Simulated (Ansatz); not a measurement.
System: NaCl (wurtzite type before relaxing), space group P6_3/mmc (No. 194), 4 atoms in the cell, relaxed with r2SCAN; a = 4.721 Å, c = 5.569 Å (hexagonal axes). Starting point: PBE, Ansatz PAW set, no spin polarisation, no spin-orbit coupling, 6×6×2 k mesh, 420 eV cutoff, fixed occupations (Ansatz). Many-body step: G0W0 with empty bands 174, screening cutoff 80 eV and frequency treatment contour deformation.

In PBE the smallest gap over these k points is 4.84 eV, with direct gaps of 4.84 eV at Γ, 7.18 eV at A and 7.49 eV at M.

What does G0W0 give?

Over the k points that were corrected, the smallest gap goes from 4.84 eV in PBE (direct at Γ) to 7.48 eV in G0W0 (direct at Γ), a change of +2.64 eV (+55 %). Counted from the valence top, the lowest empty level moves by +2.64 eV at Γ, +2.78 eV at A and +2.64 eV at M; over the 14 points that were corrected the shifts run from +2.61 to +2.79 eV: a spread of 0.18 eV on a mean of 2.71 eV, so one scissor shift describes this level well. The top filled level also moves against the valence top, by −0.11 eV at A. The quasiparticle weight (renormalisation factor) lies between 0.80 and 0.87 for the top filled and first empty levels.

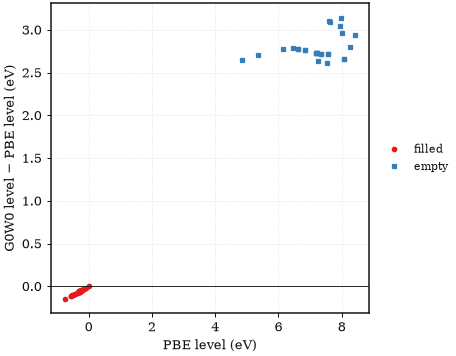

Change of each level from PBE to G0W0 against its PBE energy, both sets counted from their own valence top.

```
k point  PBE direct gap (eV)  G0W0 direct gap (eV)
      Γ                 4.84                  7.48
      A                 7.18                 10.07
      M                 7.49                 10.17
```

The k mesh is coarse (spacing up to 0.56 Å⁻¹), so the values aren't converged. The usual form of NaCl is rocksalt. Bands, cutoffs and mesh are finite, so these values aren't at the basis limit.
